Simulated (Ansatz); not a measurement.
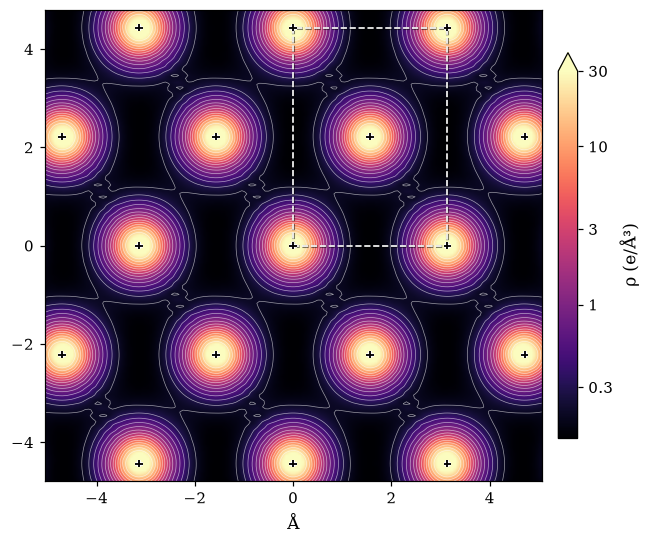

The valence charge density (pseudo) on a plane through atoms (crosses mark nuclei in the plane).

These are results of Kohn-Sham DFT of a periodic cell, PBE0, Ansatz PAW in Ansatz 0.2.0, not measurements.

Candidates:
A. Zn, a = 3.14 Å, b = 3.14 Å, c = 3.14 Å, α = 90.00°, β = 90.00°, γ = 90.00°. Space group Im-3m; a structure from a database of computed crystals, not necessarily the ambient phase; computed pressure about −3 GPa in this cell.
B. Hf, a = 4.41 Å, b = 4.41 Å, c = 4.41 Å, α = 90.00°, β = 90.00°, γ = 90.00°. Space group Fm-3m; computed pressure about 6 GPa in this cell.
C. C, a = 3.64 Å, b = 3.64 Å, c = 3.64 Å, α = 90.00°, β = 90.00°, γ = 90.00°. Space group Fd-3m; computed pressure about −31 GPa in this cell.

Which candidate gave the map?

Answer. Candidate A: Zn on the (11̄0) plane of the conventional cell, which holds Zn. Zn–Zn (2.72 Å): the density is about 0.23 e/Å³ at the midpoint, with its minimum of 0.2 e/Å³ about 1.5 Å from Zn.
